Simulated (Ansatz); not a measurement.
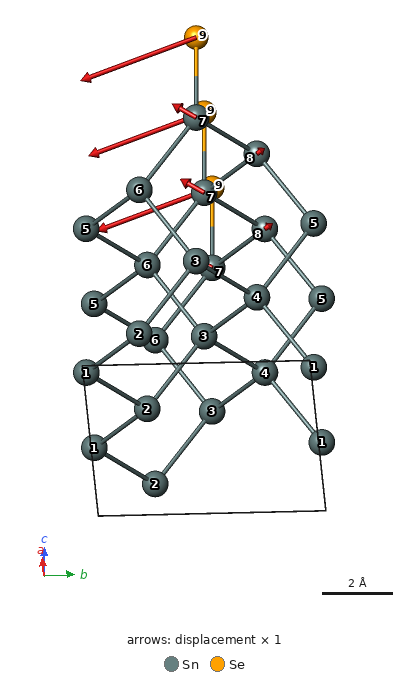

A constrained relaxation of a slab of composition Sn8Se (cut from the Fd-3m phase). The starting structure is drawn; red arrows show the displacements, at their true length.

The picture is a ball-and-stick view of the 2 × 1 repeat of the cell, outlined in the plane, without the vacuum, seen from a free direction.

Case: Se put at a top Sn site. The slab is the (1 1 0) face of Sn with Se on it. 4 atoms are held fixed.

The calculation used DFT PBEsol, scalar-relativistic, plane waves, PAW (Ansatz 0.2.0).

Input file:
```yaml
crystal:
  lattice:
    - [4.6255804189, 0.0, 0.0]
    - [0.0, 6.5415585623, 0.0]
    - [0.0, 0.0, 25.9383706284]
  atoms:
    - { symbol: Sn, position: [0.5, 0.0, 0.3276998437] }
    - { symbol: Sn, position: [0.0, 0.25, 0.3276998437] }
    - { symbol: Sn, position: [0.0, 0.5, 0.416864666] }
    - { symbol: Sn, position: [0.5, 0.75, 0.416864666] }
    - { symbol: Sn, position: [0.5, -0.0008212276, 0.5077593911] }
    - { symbol: Sn, position: [0.0, 0.2508212276, 0.5077593911] }
    - { symbol: Sn, position: [0.0, 0.5006201608, 0.5966396198] }
    - { symbol: Sn, position: [0.5, 0.7493798392, 0.5966396198] }
    - { symbol: Se, position: [0.0, 0.5006201608, 0.6968772191] }
basis:
  ecutwfc: 420
kpoints:
  mp_grid: { grid: [6, 5, 1] }
hamiltonian:
  xc: pbesol
scf:
  occupations: { method: gaussian, width: 0.1 }
output:
  forces: true
  eigenvalues: true
  write_density: true
  write_potential: true
  elf: true
  volumetric_format: npy
relax:
  adjacent_minimum: "off"
  f_tol: 0.03
  max_steps: 70
  constraints: [{ sites: [0, 1, 2, 3] }]
efield:
  axis: 3
  dipole_correction: true
  ramp_width: 0.04
```

Command:
```bash
ansatz run input.yaml --threads 2 --pin off --max-ram 5120MiB --backend cpu --events-out ev --progress --plain --runs-dir out
```

Q: Atoms of which element are displaced furthest, and by how much?

A: Selenium: up to 3.60 Å, against 0.85 Å for tin.

Q: What happened in the run?

A: Over 22 geometry steps the energy falls by 1.376 eV per cell of the calculation. The largest force component goes from 1.2 to 0.019 eV/Å. The largest move is that of Se9, 3.60 Å at 68° to the normal (−c side). By element the largest moves are Se 3.60 Å, Sn 0.85 Å. The cell doesn't change. Among the contacts that change: Sn8–Se9 6.022 → 2.882 Å, Sn7–Sn8 2.828 → 3.473 Å, Sn7–Se9 2.600 → 2.755 Å, Sn5–Sn8 2.826 → 2.933 Å. New bonds form: Sn8–Se9 (6.02 → 2.88 Å). Among the angles between lasting bonds that change: Sn6–Sn7–Se9 144.7° → 89.4°, Sn3–Sn6–Sn7 110.0° → 128.7°, Sn5–Sn6–Sn7 109.6° → 101.6°. Cost: 14 min on 2 threads of Arm Neoverse V2, with other jobs on the host, peak memory 1.4 GiB.

Limits of the set-up: the periodic images lie only 4.6 Å apart, so the values are limited by the cell's size.
